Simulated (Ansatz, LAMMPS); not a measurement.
# Static equation of state of Zn34Te25S9 with crystalline order left by the classical run (68 atoms)

Density of this cell: 4.91 g/cm³. The cell holds 68 atoms: 34 Zn, 25 Te and 9 S. Cell: a = 13.085 Å, b = 11.479 Å, c = 12.949 Å, α = 92.2°, β = 83.2°, γ = 88.4°. The starting structure: 68 atoms (34 Zn, 25 Te, 9 S) placed at random at 4.97 g/cm³, melted at 2500 K for 10 ps at fixed volume with the Stillinger-Weber II-VI potential (Zhou et al., Phys. Rev. B 88, 085309 (2013)). Quenched from 2500 K to 100 K at 5 K/ps and fixed volume, held 5 ps.

Calculated with Ansatz 0.2.0: Kohn-Sham DFT, PBE, PAW (set soft_1), plane waves; cutoff 420 eV, Γ point, gaussian smearing of 0.025 eV. Cell and atoms were relaxed first, to V0 = 28.365 Å³ an atom at a residual P0 = 0.000 GPa. The cell was then scaled evenly, and the atoms were relaxed at each volume.

| volume (Å³/atom) | pressure (GPa) |
| --- | --- |
| 25.528 | ? |
| 26.663 | 2.130 |
| 27.514 | 0.9948 |
| 29.215 | -0.9072 |
| 30.066 | -1.623 |

**Question.** Fit the third-order Birch–Murnaghan equation to the rows given and extrapolate to the withheld row.

**Working.**

Take the Eulerian strain f = ½[(V0/V)^(2/3) − 1] and the normalised pressure F = (P − P0) / [3f(1 + 2f)^(5/2)]. The third-order Birch–Murnaghan equation is then the line F = B0 + (3/2)B0(B′ − 4) f, so u = f and v = F.

```
      u = f  v = F (GPa)
  0.0210566      30.4114
  0.0102569      30.7151
-0.00975632      32.5769
 -0.0190503      31.3007
```

With n = 4: mean u = 6.2669e-4, mean v = 31.2510, Σ(u − ū)² = 0.0010051, Σ(u − ū)(v − v̄) = -0.037060. Slope b = -0.037060 / 0.0010051 = -36.871; intercept a = v̄ − b ū = 31.274.

So B0 = a = 31.3 GPa and B′ = 4 + 2b/(3a) = 3.21. At the withheld volume f = 0.03638, F = a + b f = 29.93 GPa, and P = P0 + 3f(1 + 2f)^(5/2) F.

Prediction at 25.528: 3.895 GPa. The run gave 3.273 GPa, so the fit is high by 0.62 GPa (19 % of the value).

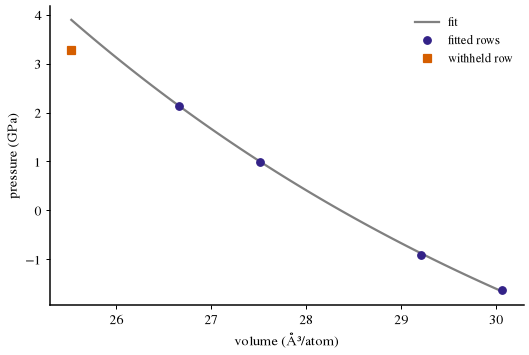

The fit, the rows that it rests on and the withheld row.

The series isn't one smooth equation of state: even a line fitted to all rows, the withheld one included, misses F by up to 7.5 %, the count of bonds changes along the series and an atom moves over 0.5 Å in some relaxation. B0 and B′ are then only the numbers of this fit, not moduli of the material. Among the rows given, the largest miss of the fit is at 30.066, by 0.035 GPa (0.72 % of the range of the table).

Limits: Static cells at zero temperature; the cell shape is held. The program notes that the SCF threshold of these relaxations is loose for the stress. The quench rate of 5 K/ps is many orders above laboratory rates, so the cell is likely richer in defects and strain than a real sample. The network of bonds at the start is that of the classical potential that made the cell, and needn't be the one that DFT or experiment would give. Only the Γ point is sampled, in a cell whose shortest periodic width is 11 Å.

[Logs are printed without paths, hosts, clocks, repeated set-up lines and the standing remarks that a program may print on its own settings, such as how far it seeks lower states.]

[Hosts, paths, dates, database ids (printed as entryN), source tags and the programs' standing remarks are cut or masked in the printed files.]
